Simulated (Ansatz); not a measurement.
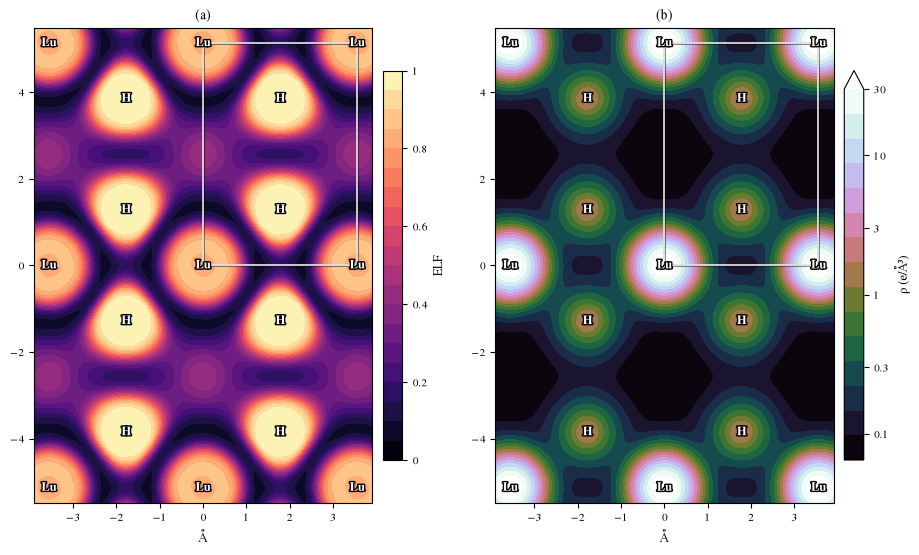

*LuH₂. (a) ELF; (b) valence electron density on the (100) plane of the conventional cell.*

Space group I4/mmm; changed on purpose from its base cell (zz strain of +2 %, PAW files); computed pressure about −8 GPa in this cell; computed without spin polarisation.

These are results of DFT, LDA, PAW with Ansatz's default frozen-core files, scalar-relativistic (Ansatz), not measurements.

In a PAW calculation such maps are meaningful between the atoms, not at the nuclei.

**What do the fields say about this system?**

- The section cuts through Lu and H sites.
- Lu–H (2.19 Å): ρ is about 0.38 e/Å³ halfway; the ELF climbs to about 1 towards the hydrogen.
- Between the atoms the lowest density in this plane is 0.06 e/Å³.
- The features right at Lu lie inside the PAW spheres, where the map follows smoothed inner orbitals and isn't to be read closely.

**Metal or insulator at this level of theory?**

It is gapless in this calculation (a metal or semimetal).
